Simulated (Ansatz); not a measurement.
**Single-point calculation, with input and output: SnO**

- system: SnO (slab, 8 atoms in the cell)
- method: DFT PBE+D3(BJ), scalar-relativistic, plane waves, PAW, PAW set soft_1, no spin polarisation (Ansatz 0.2.0)

The structure derives from an entry of the Crystallography Open Database.

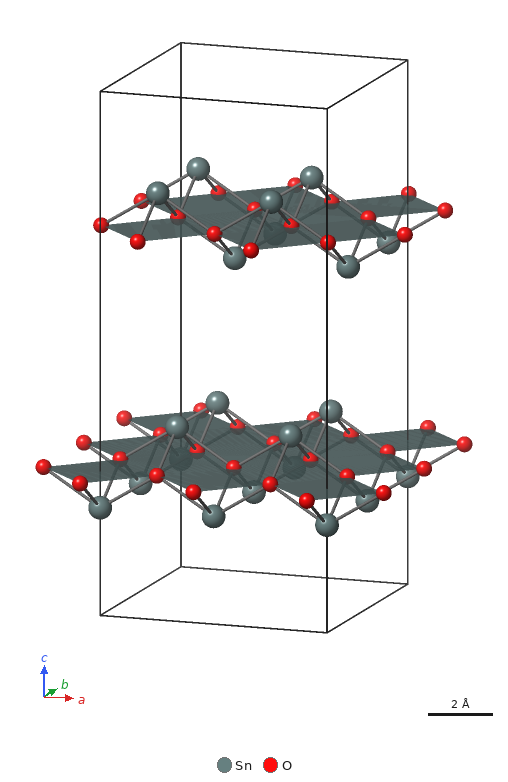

Figure 1. The structure as given in the input (polyhedral view of the 2 × 2 repeat of the cell, with the vacuum cut short, seen slightly off an axis; polyhedra are completed across the faces of the cell). An atom can appear more than once, as a periodic image.

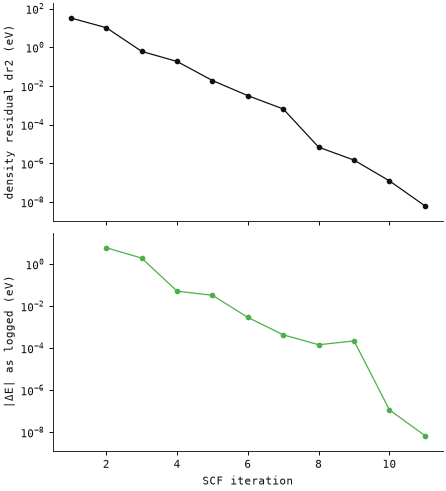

Figure 2. Convergence of the self-consistent field: density residual dr2 and size of the energy change against the SCF iteration. The residual falls at every step.

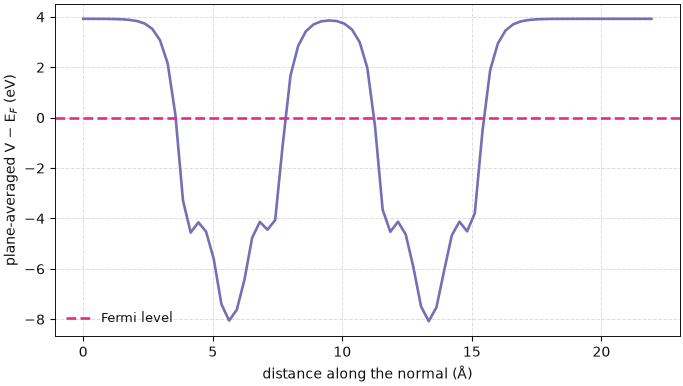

Figure 3. Plane average of the electrostatic potential energy of an electron across the cell, from the Fermi level. The vacuum level lies 3.92 eV above the Fermi level.

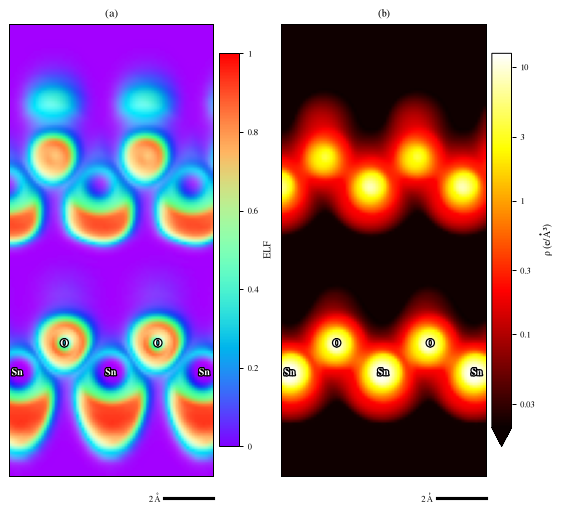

Figure 4. (a) electron localisation function; (b) valence pseudo-density on the (100) plane of the calculation cell, a cut from vacuum to vacuum. Sn–O (2.25 Å): ρ at the midpoint is about 0.44 e/Å³; the ELF is about 0.20 at the midpoint. The density dies away to nearly zero in the vacuum. In a PAW calculation such maps are meaningful between the atoms, not at the nuclei.

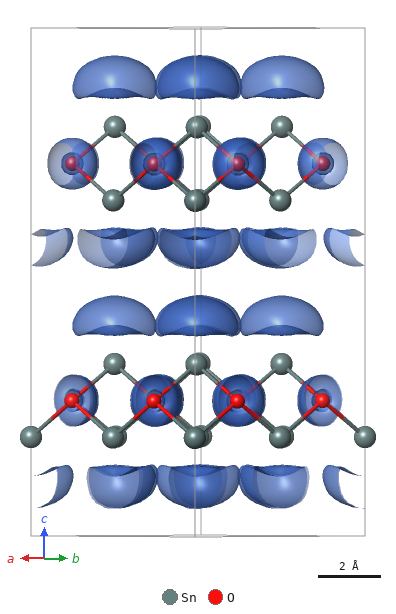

Figure 5. Isosurface of the ELF at 0.7 (blue), seen at an oblique angle. Core shells and regions of very low density are left out. Sticks mark near contacts. Values along the shortest contacts: Sn–O (2.25 Å): the ELF is about 0.20 at the midpoint.

The input that produced these results follows, with the program's output.

## The input
```yaml
crystal:
  lattice:
    - [3.820152616, 0.0002954389, 0.0]
    - [-0.0003145156, 3.8201526145, 0.0]
    - [0.0, 0.0, 22.2260756252]
  atoms:
    - { symbol: Sn, position: [0.9999453016, 0.9999453016, 0.202464892] }
    - { symbol: O, position: [0.9999461184, 0.4999461184, 0.2556240248] }
    - { symbol: O, position: [0.4999461184, 0.9999461184, 0.2556240248] }
    - { symbol: Sn, position: [0.4999453016, 0.4999453016, 0.3087831576] }
    - { symbol: Sn, position: [0.8749453016, 0.8749453016, 0.5472418081] }
    - { symbol: O, position: [0.8749461184, 0.3749461184, 0.6004009409] }
    - { symbol: O, position: [0.3749461184, 0.8749461184, 0.6004009409] }
    - { symbol: Sn, position: [0.3749453016, 0.3749453016, 0.6535600738] }
basis:
  ecutwfc: 420
kpoints:
  mp_grid: { grid: [7, 7, 1] }
hamiltonian:
  xc: pbe
  pseudopotentials: { kind: paw, azcp: { folder: soft_1 } }
  dispersion: d3bj
scf:
  occupations: { method: gaussian, width: 0.05 }
output:
  forces: true
  eigenvalues: true
  write_density: true
  write_potential: true
  elf: true
  volumetric_format: npy
efield:
  axis: 3
  dipole_correction: true
  ramp_width: 0.04
```

Command:
```bash
ansatz run input.yaml --threads 2 --pin off --max-ram 6144MiB --backend cpu --events-out ev --progress --plain --runs-dir out
```

## What the program printed
```
Engine: ansatz 0.2.0, aarch64-unknown-linux-gnu
Pseudopotentials: kind: paw
Pseudopotential: Sn, paw, valence charge 14, recommended cutoff 420 eV (normal), [file]
Pseudopotential: O, paw, valence charge 6, recommended cutoff 420 eV (normal), [file]
Functional definition: PBE
  parameter kappa = 0.804
  parameter beta = 0.06672455060314922
  exchange = pbe_x(kappa = kappa, mu = beta*pi^2/3)
  correlation = pbe_c(beta = beta)
Crystal: 8 atoms, lattice volume = 324.358 Å³
Basis set: ecut = 420 eV, 6355 PW (Γ), exchange–correlation on 54×54×300 points (8 copies of the dense FFT grid, shifted against one another)
Bands: 48, of which v1, the nominal top of the filled ones, is band 40 counted from 1 (39 counted from 0)
Symmetry: 2 space group operations
k-points: 16 of 49 (time reversal used)
Non-local potential: Sn, projectors of the file, l = 0: 2, l = 1: 2, l = 2: 2, l = 3: 1
Non-local potential: O, projectors of the file, l = 0: 2, l = 1: 2, l = 2: 1
PAW form: soft (Blöchl's): semilocal exchange-correlation on the pseudo side does not see the compensation charge
PAW one-centre angular grid: Sn, 590 points (default); XC on 64 Gauss nodes
PAW one-centre angular grid: O, 110 points (default); XC on 64 Gauss nodes
Initial density: superposition of atomic densities (neutral atoms: chi_scale 0, normalization atom)
Initial wavefunctions: pseudopotential atomic-orbital guess
Functional: x = pbe(κ = 0.804, μ = 0.2195149727645171), c = pbe(β = 0.06672455060314922)
SCF iter   1: F=—  HF=-26376.195478 eV  |F-HF|=—  |Δ(HF+E_count)|=         —  Δρ=9.28e-2  dr2=3.32e1  ethr=3.10e-3  p=-0.000 e·Å  D=-2.68e-7 V/Å  ΔV_dip=0.00 eV  dr2_dipole=3.88e-9  V_vac-E_F(+/−)=5.68/5.68 eV  ⟨swp⟩=6.9  Hψ=2918  notcnv=0
efield: sawtooth ramp at fractional position 0.9080 (placed from the atoms, in the widest stretch of the axis that holds none; the zero of the levels goes with the place), width 0.0400; the density the first Hamiltonian is built on has a dipole p = -0.000 e·Å; the dipole correction subtracts the counter field D = -2.68e-7 V/Å, which shifts the + side's vacuum level by +0.00 eV against the − side's; the planar-averaged density in the ramp window peaks in size at 2.3e-5 e/Å³
preconditioner: auto → Resta (q_TF=auto, 2.161 Å⁻¹)  ε∞=2.0  [insulator: Δε(μ)=3.665 eV  Ē_g=18.171 eV  σ=0.050 eV  W_gap=1.00  n_scr=50 (ndim 8)  ℏωp=18.4 eV  f_vac=0.468  D(μ)=0.00/eV (n_scr^D=0)  ε∞_Penn≈2.0  vacuum switching on, ρ_ref=2.4e-2 e/Å³]
SCF iter   2: F=—  HF=-26370.097085 eV  |F-HF|=—  |Δ(HF+E_count)|=    6.10e0  Δρ=6.57e-2  dr2=1.05e1  ethr=3.10e-3  p=-0.000 e·Å  D=-2.81e-5 V/Å  ΔV_dip=0.00 eV  dr2_dipole=2.77e-8  V_vac-E_F(+/−)=3.19/3.19 eV  ⟨swp⟩=4.8  Hψ=2007  notcnv=0  defer=52
SCF iter   3: F=—  HF=-26368.137643 eV  |F-HF|=—  |Δ(HF+E_count)|=    1.96e0  Δρ=1.43e-2  dr2=6.26e-1  ethr=3.10e-3  p=0.000 e·Å  D=1.59e-6 V/Å  ΔV_dip=-0.00 eV  dr2_dipole=9.75e-11  V_vac-E_F(+/−)=4.19/4.19 eV  ⟨swp⟩=3.0  Hψ=1364  notcnv=0  defer=53
SCF iter   4: F=—  HF=-26368.085271 eV  |F-HF|=—  |Δ(HF+E_count)|=   5.24e-2  Δρ=5.91e-3  dr2=1.88e-1  ethr=7.82e-4  p=0.000 e·Å  D=9.21e-6 V/Å  ΔV_dip=-0.00 eV  dr2_dipole=1.10e-10  V_vac-E_F(+/−)=3.66/3.66 eV  ⟨swp⟩=3.1  Hψ=1213  notcnv=0  defer=53
SCF iter   5: F=—  HF=-26368.052114 eV  |F-HF|=—  |Δ(HF+E_count)|=   3.32e-2  Δρ=1.94e-3  dr2=1.94e-2  ethr=2.35e-4  p=0.000 e·Å  D=5.02e-6 V/Å  ΔV_dip=-0.00 eV  dr2_dipole=4.21e-11  V_vac-E_F(+/−)=3.86/3.86 eV  ⟨swp⟩=2.2  Hψ=958  notcnv=0  defer=53
SCF iter   6: F=—  HF=-26368.049182 eV  |F-HF|=—  |Δ(HF+E_count)|=   2.93e-3  Δρ=5.53e-4  dr2=3.21e-3  ethr=2.43e-5  p=-0.000 e·Å  D=-3.14e-6 V/Å  ΔV_dip=0.00 eV  dr2_dipole=2.41e-12  V_vac-E_F(+/−)=3.89/3.89 eV  ⟨swp⟩=2.4  Hψ=1078  notcnv=0  defer=53
SCF iter   7: F=—  HF=-26368.048746 eV  |F-HF|=—  |Δ(HF+E_count)|=   4.36e-4  Δρ=3.58e-4  dr2=6.57e-4  ethr=4.01e-6  p=-0.000 e·Å  D=-3.66e-6 V/Å  ΔV_dip=0.00 eV  dr2_dipole=2.09e-10  V_vac-E_F(+/−)=3.93/3.93 eV  ⟨swp⟩=2.0  Hψ=888  notcnv=0  defer=53
SCF iter   8: F=—  HF=-26368.048599 eV  |F-HF|=—  |Δ(HF+E_count)|=   1.47e-4  Δρ=4.36e-5  dr2=6.97e-6  ethr=8.21e-7  p=0.000 e·Å  D=2.66e-6 V/Å  ΔV_dip=-0.00 eV  dr2_dipole=1.50e-10  V_vac-E_F(+/−)=3.92/3.92 eV  ⟨swp⟩=2.0  Hψ=973  notcnv=0  defer=53
SCF iter   9: F=—  HF=-26368.048375 eV  |F-HF|=—  |Δ(HF+E_count)|=   2.24e-4  Δρ=2.18e-5  dr2=1.49e-6  ethr=8.72e-9  p=-0.000 e·Å  D=-3.30e-6 V/Å  ΔV_dip=0.00 eV  dr2_dipole=4.11e-10  V_vac-E_F(+/−)=3.92/3.92 eV  ⟨swp⟩=3.0  Hψ=1405  notcnv=0  defer=53
SCF iter  10: F=—  HF=-26368.048375 eV  |F-HF|=—  |Δ(HF+E_count)|=   1.16e-7  Δρ=6.28e-6  dr2=1.26e-7  ethr=1.86e-9  p=0.000 e·Å  D=1.17e-6 V/Å  ΔV_dip=-0.00 eV  dr2_dipole=4.65e-11  V_vac-E_F(+/−)=3.92/3.92 eV  ⟨swp⟩=2.0  Hψ=1011  notcnv=0  defer=53
SCF iter  11: F=-26368.048375 eV  HF=-26368.048375 eV  |F-HF|=1.27e-9  |Δ(HF+E_count)|=   7.02e-9  Δρ=1.52e-6  dr2=6.48e-9  ethr=1.25e-10  p=-0.000 e·Å  D=-1.85e-7 V/Å  ΔV_dip=0.00 eV  dr2_dipole=2.60e-14  V_vac-E_F(+/−)=3.92/3.92 eV  ⟨swp⟩=20.2  Hψ=6785  notcnv=0
SCF 1 converged in 11 iterations: F = -26368.048375 eV  dr2 = 6.48e-9
  greatest PAW one-centre occupation: 0.993 electrons in one spin orbital (limit 2), on the Sn atom at site 4 (counted from 0), in its partial waves of l = 2
WARN: The output density's exchange-correlation potential varies sharply where the density is thin. Do not read a vacuum level from v_tot or v_xc, or from such a field of the output density. On a cell that repeats whose density bears no net charge and no dipole along the vacuum's axis use v_es (v_loc + v_h of the components); under efield.dipole_correction with no amplitude use v_es + v_field, which holds any external_charges[].barrier, or the levels of the report's work_function block, which leave it out; under a non-zero efield.amplitude the vacuum is tilted and has no level; on a cell that repeats and bears such a dipole with no correction it is tilted too, and efield.dipole_correction with no amplitude gives each side of its ramp a level where efield: is served; in a cell that repeats whose density bears a net charge (total_charge, or a fill off its count) it is curved and has none; of a slab under crystal.periodic whose density bears no net charge use v_es, which has a level on each side, short of where the two are joined; of another it falls or rises all the way out and has none; of a slab beside external_charges read slab_vacuum_level instead, which it has where they leave it neutral. The grid or the basis barely resolves most such structure, and the values can differ between equally converged runs; as a rule a tighter scf.convergence.dr2_threshold does not remove it. Where the density itself ripples (under the LDA too) a higher basis.ecutwfc lessens it. The files hold the spikes' plane waves up to the density's cutoff. Files: v_tot_of_output_density and the like, and their columns of v_z.tsv (output.write_potential); v_xc_of_output_density and the like, and their columns of v_comp_z.tsv (output.write_potential_components). Measured: with its Gaussian average of σ = 0.25 Å subtracted twice, the exchange-correlation potential is over 0.1 eV at 1332 of the grid points where the equally averaged density (valence and model cores) is under 1e-3 e/Å³, and 0.707 eV at the most among them, at an averaged density of 5.6e-7 e/Å³. The input density's (outcome.potential() and, of a run that writes arrays, v_tot and v_xc) is over 0.1 eV, so measured, at 1244 points of its own thin density, 0.570 eV at the most. See output.write_potential in the manual, Limitations
SCF converged after 11 iterations
Free energy (F): -26368.048375 eV
Harris-Foulkes:  -26368.048375 eV  (|F-HF|=1.27e-9)
Internal energy: -26368.048375 eV  (E = F + TS)
E sigma→0 (E₀):  -26368.048375 eV
Fermi energy:    2.234592 eV
Dipole field:    D = -0.000000 V/Å  (p = -0.000001 e·Å, saw-weighted, corrected)
Work function:   Φ+ = 3.9228 eV   Φ− = 3.9229 eV
Levels:          The Fermi level and band energies are counted from a zero that moves with the ramp; work functions are not
--- Per-component energies (eV) ---
  E_band       = -990.427650
  E_kinetic    = 1341.645125
  E_local      = -32287.056437  (includes V_loc(G=0)·N_el)
  E_nonlocal   = 789.979188
  E_hartree    = 15655.723714
  E_xc         = -787.945792
  E_vxc        = -683.200795  (∫ρ·V_xc dr)
  E_paw        = -18126.205785  (= ΣΔE_a)
  E_vpaw       = -1463.247767  (= ΣTr[D̂ρ^β])
  E_aug_tail   = 0.004188  (compensation charges beyond the density's cutoff)
  E_efield     = 0.000000  (sawtooth field / dipole correction)
  E_vefield    = 0.000000  (∫n·V_field dr)
  E_ewald      = 7046.977419
  E_disp       = -1.169993  (pairwise vdW)
  E_smearing   = -0.000000  (= −TS)
  E_closure    = 0.000000  (closes the sum)
  Σ components = -26368.048375   (vs F -26368.048375, Δ=0.00e0)
--- Forces (eV/Å), atoms counted from 1 ---
  atom   1  Sn    -0.00020262    -0.00020265     0.00686379
  atom   2  O     -0.00116599     0.00038325     0.00245858
  atom   3  O      0.00038343    -0.00116593     0.00245858
  atom   4  Sn    -0.00017947    -0.00017950     0.04189070
  atom   5  Sn     0.00020016     0.00020019    -0.04191376
  atom   6  O     -0.00040442     0.00114582    -0.00245850
  atom   7  O      0.00114589    -0.00040424    -0.00245850
  atom   8  Sn     0.00022320     0.00022324    -0.00683831
  max |Σ_I F_I| component: 2.57e-6 eV/Å
--- Band table (eV; the first three rows and the last of 16) ---
  k-point 0: bands = ["-19.8183", "-19.8183", "-19.4589", "-19.4589", "-19.4152", "-19.4152", "-19.4152", "-19.4152", "-19.4058", "-19.4058", "-19.3734", "-19.3734", "-19.3687", "-19.3687", "-19.3397", "-19.3397", "-19.3335", "-19.3335", "-19.3335", "-19.3335", "-17.8840", "-17.8840", "-15.3849", "-15.3848", "-6.1387", "-6.1245", "-3.8830", "-3.8830", "-3.8829", "-3.8828", "-2.9888", "-2.9132", "-1.3027", "-1.3026", "-0.8967", "-0.8966", "-0.8966", "-0.8965", "0.6035", "0.8082", "3.6335", "3.9440", "3.9453", "4.4031", "5.8891", "6.3788", "6.3792", "6.4068"]
  k-point 1: bands = ["-19.8089", "-19.8089", "-19.4589", "-19.4589", "-19.4179", "-19.4179", "-19.4146", "-19.4146", "-19.4100", "-19.4100", "-19.3995", "-19.3995", "-19.3706", "-19.3706", "-19.3623", "-19.3622", "-19.3341", "-19.3340", "-19.3252", "-19.3252", "-17.7219", "-17.7219", "-15.4803", "-15.4803", "-6.0880", "-6.0757", "-3.8785", "-3.8768", "-3.7562", "-3.7561", "-3.2383", "-3.1913", "-1.5260", "-1.5209", "-1.0736", "-1.0735", "-0.8732", "-0.8351", "0.6389", "0.8262", "4.0731", "4.3483", "4.3601", "4.8614", "5.5773", "5.6201", "6.1471", "6.5569"]
  k-point 2: bands = ["-19.7827", "-19.7827", "-19.5507", "-19.5507", "-19.4238", "-19.4238", "-19.4191", "-19.4191", "-19.4142", "-19.4142", "-19.4113", "-19.4113", "-19.3631", "-19.3630", "-19.3454", "-19.3454", "-19.3369", "-19.3369", "-19.3214", "-19.3213", "-17.3110", "-17.3110", "-15.7673", "-15.7673", "-5.9156", "-5.9075", "-3.9887", "-3.9748", "-3.7162", "-3.7117", "-3.3920", "-3.3919", "-1.9296", "-1.9277", "-1.5478", "-1.5478", "-0.6857", "-0.6034", "0.6686", "0.7983", "4.4984", "4.5763", "4.6929", "4.9069", "5.2258", "5.7045", "5.9914", "6.1175"]
  k-point 15: bands = ["-19.7530", "-19.7530", "-19.7388", "-19.7387", "-19.4256", "-19.4256", "-19.4246", "-19.4246", "-19.3930", "-19.3930", "-19.3919", "-19.3919", "-19.3297", "-19.3297", "-19.3268", "-19.3268", "-19.3137", "-19.3136", "-19.3120", "-19.3120", "-16.3345", "-16.3344", "-16.2047", "-16.2046", "-6.6389", "-6.6387", "-6.5067", "-6.5062", "-3.2456", "-3.2420", "-3.0165", "-3.0152", "-0.5106", "-0.5102", "-0.2784", "-0.2783", "-0.0230", "-0.0050", "0.1912", "0.2148", "3.7746", "3.8684", "4.0443", "4.1231", "5.7492", "5.9354", "5.9913", "6.1168"]
```

## Key numbers

```json
{"quantity": "outcome", "value": "converged"}
{"quantity": "electrons treated", "value": "80"}
{"quantity": "free energy", "value": "−26368.0484 eV"}
{"quantity": "work function, top face", "value": "3.92 eV"}
{"quantity": "work function, bottom face", "value": "3.92 eV"}
{"quantity": "Fermi energy", "value": "2.235 eV"}
{"quantity": "gap on the k-point mesh", "value": "2.80 eV"}
{"quantity": "work function (upper face)", "value": "3.92 eV"}
{"quantity": "largest force (length of the vector)", "value": "0.042 eV/Å"}
{"quantity": "hardware", "value": "2 threads of Arm Neoverse N1, 98 GiB of memory available, shared host"}
{"quantity": "wall time", "value": "34 s (CPU time 64 s)"}
{"quantity": "peak memory", "value": "0.57 GiB"}
```

The program warns: the exchange-correlation potential is rough where the density is thin.
